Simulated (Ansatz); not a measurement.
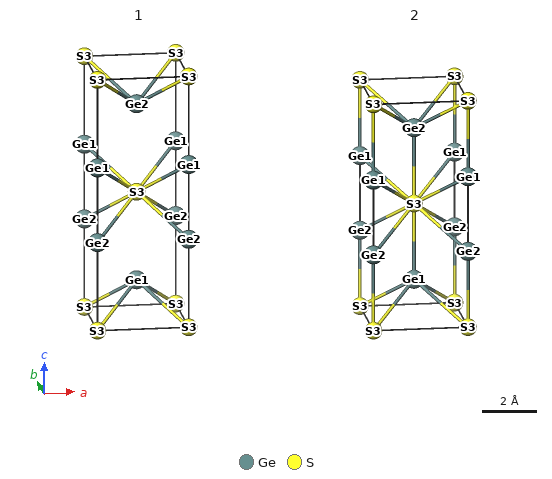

Two geometries of a crystal of Ge₂S (built on the MoSi2 (C11b)_139 type), drawn at one scale. One is the start of a relaxation, the other its converged end. The picture is a ball-and-stick view of the conventional cell (2 times the calculation's cell), seen from a free direction. Lengths and directions refer to the drawn axes.

These are results of Ansatz 0.2.0, DFT PBE, scalar-relativistic, plane waves, PAW, not measurements. Settings: plane-wave cutoff 420 eV; k-point mesh 18 × 18 × 18; occupations gaussian; smearing width 0.1 eV; no spin polarisation; cell and atoms relaxed; force threshold 0.01 eV/Å; at most 80 steps.

**Which of the two is the end point?**

Structure 1 is the relaxed one. Case: MoSi2 (C11b) type (I4/mmm, No. 139). The largest moves relative to the cell, 0.15 Å, are those of Ge1 and Ge2. Ge2 goes along +c. S stays in place. The volume changes by +3.2 %, with a = b 3.542 → 3.419 Å (−3.5 %), c 8.690 → 9.631 Å (+10.8 %). Among the contacts that change: Ge1–S3 2.911 → 3.381 Å, Ge1–S3 (another image) 2.886 → 2.811 Å. The space group stays I4/mmm (No. 139). After 7 accepted moves (9 points after the start) the energy has fallen by 41.5 meV per atom. Largest force component: 0.09 eV/Å at the start, 0.00019 eV/Å at the end. Pressure: 2.23 GPa at the start and 0.01 GPa at the end. The SCF was repeated twice at an unchanged geometry on a basis and grid sized afresh for the cell, which shifted the energy by 0.7 meV per atom at most.
